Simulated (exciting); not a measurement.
The Se K edge of atom 1 in ZnSe (Stilleite), space group F-43m, with 4 Zn at 2.45 Å (tetrahedral, site symmetry -43m), was computed at 2 levels: exchange and screened direct term (singlet BSE) and independent particles. Common settings: exciting, all-electron LAPW+lo, PBE, 5×5×5 shifted k points, 18 conduction bands, |G+q| up to 3 bohr⁻¹, full RPA screening with nempty = 40, Lorentzian half width 1.17 eV.

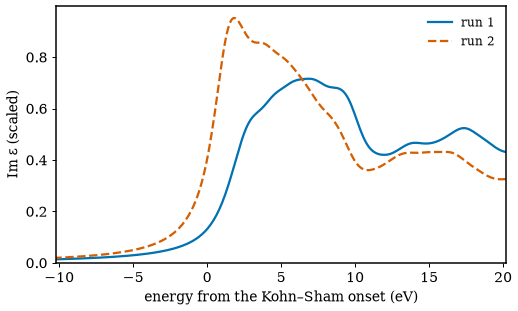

Energy from the Kohn–Sham onset, core level to the lowest empty state found on the meshes used; all runs on one relative scale.

Q: Which run is which, and why?

Run 1: independent particles; highest local maximum in the window at 6.8 eV. Run 2: exchange and screened direct term (singlet BSE); highest local maximum in the window at 1.8 eV. The attractive direct term pulls weight down: the curves pass 0.14 at 0.2 and -1.7 eV in the order of the runs. Fine structure above the first lines is partly noise of the 125-point mesh.

[Hosts, paths, dates, database ids (printed as entryN), source tags and the programs' standing remarks are cut or masked in the printed files.]
